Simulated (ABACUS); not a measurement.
## Run report: FeSi2, geometry relaxation (part 4 of 5)

The same run, continued: FeSi2 (P4/mmm, 3 atoms in the cell); Kohn-Sham DFT of a periodic cell, r2SCAN, SG15 ONCV 1.2 PBE, spin-polarised (ABACUS 3.10.1); cutoff 1414.99 eV, 6×6×3 k-mesh, fermi-dirac of 0.05 eV, collinear spins. The structure derives from an entry of the Crystallography Open Database.

Geometry of the input (Å; fractional positions):
```
2.6840  0.0000  0.0000
0.0000  2.6840  0.0000
0.0000  0.0000  5.1280
Fe 0.0000  0.0000  0.0000
Si 0.5000  0.5000  0.7300
Si 0.5000  0.5000  0.2700
```

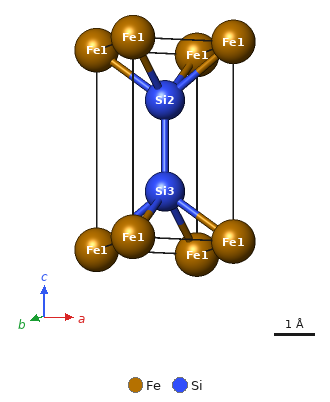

Figure 1. The geometry at step 1 of the log (ball-and-stick view of the cell of the calculation, seen at an oblique angle; atoms are numbered from 1 in the order of the input).

Log, continued:
```
----------------------------------------------------------

[... 4 further cycles ...]
 PW ALGORITHM --------------- ION=   5  ELEC=   6--------------------------------
          total magnetism (Bohr mag/cell) = 0.202690054044
       absolute magnetism (Bohr mag/cell) = 0.345303306769
                        nelec for spin up = 12.101345027022
                      nelec for spin down = 11.898654972978

 Density error is 0.000000000453
                          Error Threshold = 0.000000000155
----------------------------------------------------------
     Energy           Rydberg                 eV
----------------------------------------------------------
 E_KohnSham     -252.5016474654      -3435.4611599172
 E_KS(sigma->0) -252.5013049246      -3435.4564994099
 E_Harris       -252.5018010398      -3435.4632494030
 E_band         -18.0522374011       -245.6132903033
 E_one_elec     -189.0868436959      -2572.6584910994
 E_Hartree      106.2660673755       1445.8240203587
 E_xc           -30.2357299612       -411.3782106620
 E_Ewald        -139.4444561021      -1897.2391574999
 E_entropy(-TS) -0.0006850817        -0.0093210145
 E_descf        0.0000000000         0.0000000000
 E_exx          0.0000000000         0.0000000000
 E_Fermi        1.0565757728         14.3754508783
----------------------------------------------------------

 charge density convergence is achieved
 final etot is -3435.46115991716 eV
 EFERMI = 14.37545087827 eV

 STATE ENERGY(eV) AND OCCUPATIONS    NSPIN == 2
SPIN UP :
[... levels at 10 further k points ...]

------------------------------------------------------------------------------------------
 TOTAL-FORCE (eV/Angstrom)
------------------------------------------------------------------------------------------
                       Fe1         0.0000000000         0.0000000000         0.0000000000
                       Si1         0.0000000000         0.0000000000         0.0088191639
                       Si2         0.0000000000         0.0000000000        -0.0088191639
------------------------------------------------------------------------------------------

----------------------------------------------------------------
 TOTAL-STRESS (KBAR)
----------------------------------------------------------------
         1.4119621050         0.0000000000         0.0000000000
         0.0000000000         1.4119621050        -0.0000000000
         0.0000000000        -0.0000000000         1.2650878373
----------------------------------------------------------------
 TOTAL-PRESSURE: 1.363004 KBAR

 Largest gradient in force is 0.008819 eV/A.
 Threshold is 0.010000 eV/A.

 Largest gradient in stress is 1.411962 kbar.
 Threshold is 0.200000 kbar.

 Relaxation is not converged yet!
DIRECT COORDINATES
    atom                   x                   y                   z     mag                  vx                  vy                  vz
taud_Fe1            0.0000000000        0.0000000000        0.0000000000  3.0000        0.0000000000        0.0000000000        0.0000000000
taud_Si1            0.5000000000        0.5000000000        0.7294466589  0.0000        0.0000000000        0.0000000000        0.0000000000
taud_Si2            0.5000000000        0.5000000000        0.2705533411  0.0000        0.0000000000        0.0000000000        0.0000000000

                          Volume (Bohr^3) = 249.764430
                             Volume (A^3) = 37.011226

 Lattice vectors: (Cartesian coordinate: in unit of a_0)
            +2.694512           -0.000000           -0.000000
            +0.000000           +2.694512           +0.000000
            -0.000000           +0.000000           +5.097692
 Reciprocal vectors: (Cartesian coordinate: in unit of 2 pi/a_0)
            +0.371125           -0.000000           +0.000000
            -0.000000           +0.371125           -0.000000
            +0.000000           -0.000000           +0.196167

 -------------------------------------------
 STEP OF RELAXATION : 6
 -------------------------------------------

[... set-up of the moved cell ...]

 PW ALGORITHM --------------- ION=   6  ELEC=   1--------------------------------
 Notice: Threshold on eigenvalues was too large.
 hsover_error=0.240000 > DRHO=0.000001
 Origin diag ethr = 0.010000
 New diag ethr = 0.000000
          total magnetism (Bohr mag/cell) = 0.202686
       absolute magnetism (Bohr mag/cell) = 0.345235
                        nelec for spin up = 12.101343
                      nelec for spin down = 11.898657

 Density error is 0.000001304480
                          Error Threshold = 0.000000006196
----------------------------------------------------------
     Energy           Rydberg                 eV
----------------------------------------------------------
 E_KohnSham     -252.5016453869      -3435.4611316371
 E_Harris       -252.4923153186      -3435.3341895450
 E_Fermi        1.0549832815         14.3537839232
----------------------------------------------------------

[... 3 further cycles ...]
 PW ALGORITHM --------------- ION=   6  ELEC=   5--------------------------------
          total magnetism (Bohr mag/cell) = 0.202733335576
       absolute magnetism (Bohr mag/cell) = 0.346123705291
                        nelec for spin up = 12.101366667788
                      nelec for spin down = 11.898633332212

 Density error is 0.000000006799
                          Error Threshold = 0.000000000079
----------------------------------------------------------
     Energy           Rydberg                 eV
----------------------------------------------------------
 E_KohnSham     -252.5016483504      -3435.4611719581
 E_KS(sigma->0) -252.5013061778      -3435.4565164612
 E_Harris       -252.5022168703      -3435.4689070681
 E_band         -18.0850568348       -246.0598216073
 E_one_elec     -189.1765672662      -2573.8792429002
 E_Hartree      106.2927727332       1446.1873653902
 E_xc           -30.2332463267       -411.3444190803
 E_Ewald        -139.3839231456      -1896.4155643739
 E_entropy(-TS) -0.0006843452        -0.0093109938
 E_descf        0.0000000000         0.0000000000
 E_exx          0.0000000000         0.0000000000
 E_Fermi        1.0549639998         14.3535215821
----------------------------------------------------------

 charge density convergence is achieved
 final etot is -3435.46117195806 eV
 EFERMI = 14.35352158212 eV

 STATE ENERGY(eV) AND OCCUPATIONS    NSPIN == 2
SPIN UP :
[... levels at 10 further k points ...]

------------------------------------------------------------------------------------------
 TOTAL-FORCE (eV/Angstrom)
------------------------------------------------------------------------------------------
                       Fe1         0.0000000000         0.0000000000         0.0000000000
                       Si1         0.0000000000         0.0000000000        -0.0057947260
                       Si2         0.0000000000         0.0000000000         0.0057947260
------------------------------------------------------------------------------------------

----------------------------------------------------------------
 TOTAL-STRESS (KBAR)
----------------------------------------------------------------
        -0.7333897201         0.0000000000         0.0000000000
         0.0000000000        -0.7333897201        -0.0000000000
         0.0000000000         0.0000000000        -0.6316359899
----------------------------------------------------------------
 TOTAL-PRESSURE: -0.699472 KBAR

 Largest gradient in force is 0.005795 eV/A.
 Threshold is 0.010000 eV/A.

 Largest gradient in stress is 0.733390 kbar.
 Threshold is 0.200000 kbar.

 Relaxation is not converged yet!
DIRECT COORDINATES
    atom                   x                   y                   z     mag                  vx                  vy                  vz
taud_Fe1            0.0000000000        0.0000000000        0.0000000000  3.0000        0.0000000000        0.0000000000        0.0000000000
taud_Si1            0.5000000000        0.5000000000        0.7294007452  0.0000        0.0000000000        0.0000000000        0.0000000000
taud_Si2            0.5000000000        0.5000000000        0.2705992548  0.0000        0.0000000000        0.0000000000        0.0000000000

                          Volume (Bohr^3) = 249.659095
                             Volume (A^3) = 36.995617

 Lattice vectors: (Cartesian coordinate: in unit of a_0)
            +2.694030           -0.000000           -0.000000
            +0.000000           +2.694030           +0.000000
            -0.000000           +0.000000           +5.097368
 Reciprocal vectors: (Cartesian coordinate: in unit of 2 pi/a_0)
            +0.371191           -0.000000           +0.000000
            -0.000000           +0.371191           -0.000000
            +0.000000           -0.000000           +0.196180

 -------------------------------------------
 STEP OF RELAXATION : 7
 -------------------------------------------

[... set-up of the moved cell ...]

 PW ALGORITHM --------------- ION=   7  ELEC=   1--------------------------------
 Notice: Threshold on eigenvalues was too large.
 hsover_error=0.240000 > DRHO=0.000001
 Origin diag ethr = 0.010000
 New diag ethr = 0.000000
          total magnetism (Bohr mag/cell) = 0.202757
       absolute magnetism (Bohr mag/cell) = 0.346549
                        nelec for spin up = 12.101378
                      nelec for spin down = 11.898622

 Density error is 0.000001133724
                          Error Threshold = 0.000000003649
----------------------------------------------------------
     Energy           Rydberg                 eV
----------------------------------------------------------
 E_KohnSham     -252.5016478773      -3435.4611655204
 E_Harris       -252.5132661651      -3435.6192404360
 E_Fermi        1.0555343779         14.3612819747
----------------------------------------------------------

[... 3 further cycles ...]
 PW ALGORITHM --------------- ION=   7  ELEC=   5--------------------------------
          total magnetism (Bohr mag/cell) = 0.202717232714
       absolute magnetism (Bohr mag/cell) = 0.345828549898
                        nelec for spin up = 12.101358616357
                      nelec for spin down = 11.898641383643

 Density error is 0.000000003262
                          Error Threshold = 0.000000000054
----------------------------------------------------------
     Energy           Rydberg                 eV
----------------------------------------------------------
 E_KohnSham     -252.5016486852      -3435.4611765131
 E_KS(sigma->0) -252.5013064056      -3435.4565195605
 E_Harris       -252.5014591623      -3435.4585979210
 E_band         -18.0736596839       -245.9047554133
 E_one_elec     -189.1447311153      -2573.4460898461
 E_Hartree      106.2832768590       1446.0581673937
 E_xc           -30.2341153059       -411.3562421488
 E_Ewald        -139.4053945639      -1896.7076980066
 E_entropy(-TS) -0.0006845592        -0.0093139052
 E_descf        0.0000000000         0.0000000000
 E_exx          0.0000000000         0.0000000000
 E_Fermi        1.0555310303         14.3612364284
----------------------------------------------------------

 charge density convergence is achieved
 final etot is -3435.46117651311 eV
 EFERMI = 14.36123642842 eV

 STATE ENERGY(eV) AND OCCUPATIONS    NSPIN == 2
SPIN UP :
 1/5 kpoint (Cartesian) = 0.00000 0.00000 0.00000 (4491 pws)
       1     -76.255837       0.009259
       2     -41.268862       0.009259
       3     -41.268862       0.009259
       4     -41.013838       0.009259
       5      -0.309366       0.009259
       6       4.789745       0.009259
       7       6.057749       0.009259
       8      10.506224       0.009259
       9      12.638601       0.009259
      10      12.747779       0.009259
      11      12.747779       0.009259
      12      13.580610       0.009259
      13      19.185724       0.000000
      14      19.185724       0.000000
      15      21.601193       0.000000
      16      22.007241       0.000000
      17      22.850689       0.000000
      18      23.135630       0.000000

 2/5 kpoint (Cartesian) = 0.06187 0.00000 0.00000 (4477 pws)
       1     -76.252697       0.037037
       2     -41.302443       0.037037
       3     -41.265840       0.037037
       4     -41.010034       0.037037
       5       0.277596       0.037037
       6       5.199173       0.037037
       7       6.612480       0.037037
       8      10.399176       0.037037
       9      12.290345       0.037037
      10      12.520843       0.037037
      11      12.849134       0.037037
      12      13.131477       0.037037
      13      15.829338       0.000000
      14      19.961907       0.000000
      15      20.084295       0.000000
      16      22.245416       0.000000
      17      22.284725       0.000000
      18      22.927877       0.000000

 3/5 kpoint (Cartesian) = 0.12373 0.00000 0.00000 (4456 pws)
       1     -76.246412       0.037037
       2     -41.369272       0.037037
       3     -41.259789       0.037037
       4     -41.002419       0.037037
       5       1.961542       0.037037
       6       6.269131       0.037037
       7       8.138129       0.037037
       8       8.521809       0.037037
       9      11.237144       0.037037
      10      11.839964       0.037037
      11      12.409857       0.037037
      12      13.059853       0.037037
      13      14.358747       0.018979
      14      17.073671       0.000000
      15      18.486813       0.000000
      16      21.790615       0.000000
      17      22.790290       0.000000
      18      24.009556       0.000000

 4/5 kpoint (Cartesian) = 0.18560 0.00000 0.00000 (4468 pws)
       1     -76.243267       0.018519
       2     -41.402523       0.018519
       3     -41.256762       0.018519
       4     -40.998608       0.018519
       5       3.839518       0.018519
       6       6.042271       0.018519
       7       7.092515       0.018519
       8       9.654929       0.018519
       9      10.455094       0.018519
      10      11.040017       0.018519
      11      12.103955       0.018519
      12      13.169553       0.018519
      13      14.377749       0.007744
      14      15.921741       0.000000
      15      16.896073       0.000000
      16      22.820152       0.000000
      17      23.409641       0.000000
      18      25.611971       0.000000

 5/5 kpoint (Cartesian) = 0.06187 0.06187 0.00000 (4459 pws)
       1     -76.249574       0.037037
       2     -41.300150       0.037037
       3     -41.298072       0.037037
       4     -41.006280       0.037037
       5       0.852391       0.037037
       6       5.610810       0.037037
       7       7.126272       0.037037
       8      10.507250       0.037037
       9      11.847311       0.037037
      10      12.216287       0.037037
      11      12.809645       0.037037
      12      13.048042       0.037037
      13      15.730667       0.000000
      14      17.139450       0.000000
      15      20.031369       0.000000
      16      21.559906       0.000000
      17      22.897053       0.000000
      18      23.202044       0.000000

SPIN DOWN :
 1/5 kpoint (Cartesian) = 0.00000 0.00000 0.00000 (4491 pws)
       1     -75.965256       0.009259
       2     -40.787382       0.009259
       3     -40.787382       0.009259
       4     -40.719549       0.009259
       5      -0.348432       0.009259
       6       4.738663       0.009259
       7       6.070547       0.009259
       8      11.116192       0.009259
       9      12.971792       0.009259
      10      12.971792       0.009259
      11      12.987169       0.009259
      12      13.757551       0.009259
      13      19.153395       0.000000
      14      19.153395       0.000000
      15      21.577333       0.000000
      16      22.159754       0.000000
      17      22.912749       0.000000
      18      23.100414       0.000000

[... levels at 4 further k points ...]

------------------------------------------------------------------------------------------
 TOTAL-FORCE (eV/Angstrom)
------------------------------------------------------------------------------------------
                       Fe1         0.0000000000         0.0000000000         0.0000000000
                       Si1         0.0000000000         0.0000000000        -0.0001172183
                       Si2         0.0000000000         0.0000000000         0.0001172183
------------------------------------------------------------------------------------------

----------------------------------------------------------------
 TOTAL-STRESS (KBAR)
----------------------------------------------------------------
         0.0695402558         0.0000000000         0.0000000000
         0.0000000000         0.0695402558         0.0000000000
         0.0000000000        -0.0000000000         0.0104802766
----------------------------------------------------------------
 TOTAL-PRESSURE: 0.049854 KBAR

 Largest gradient in force is 0.000117 eV/A.
 Threshold is 0.010000 eV/A.

 Largest gradient in stress is 0.069540 kbar.
 Threshold is 0.200000 kbar.

 Relaxation is converged!

 --------------------------------------------
 !FINAL_ETOT_IS -3435.4611765131080574 eV
 --------------------------------------------
```

Trajectory as extended XYZ (Å, eV, eV/Å), 7 frames, from step=0 to step=6:
```
3
Lattice="2.6840 0.0000 0.0000 0.0000 2.6840 0.0000 0.0000 0.0000 5.1280" Properties=species:S:1:pos:R:3:forces:R:3 step=0 energy=-3435.45809 pressure_GPa=0.22
Fe    0.0000    0.0000    0.0000    0.0000   0.0000   0.0000
Si    1.3420    1.3420    3.7434    0.0000   0.0000  -0.1546
Si    1.3420    1.3420    1.3846    0.0000   0.0000   0.1546
3
Lattice="2.6978 0.0000 0.0000 0.0000 2.6978 0.0000 -0.0000 0.0000 5.0880" Properties=species:S:1:pos:R:3:forces:R:3 step=1 energy=-3435.45997 pressure_GPa=-0.30
Fe    0.0000    0.0000    0.0000    0.0000   0.0000   0.0000
Si    1.3489    1.3489    3.7066    0.0000   0.0000   0.1770
Si    1.3489    1.3489    1.3814    0.0000   0.0000  -0.1770
3
Lattice="2.6927 -0.0000 0.0000 -0.0000 2.6927 0.0000 -0.0000 0.0000 5.1028" Properties=species:S:1:pos:R:3:forces:R:3 step=2 energy=-3435.46104 pressure_GPa=-0.12
Fe    0.0000    0.0000    0.0000    0.0000   0.0000   0.0000
Si    1.3464    1.3464    3.7202    0.0000   0.0000   0.0482
Si    1.3464    1.3464    1.3826    0.0000   0.0000  -0.0482
```
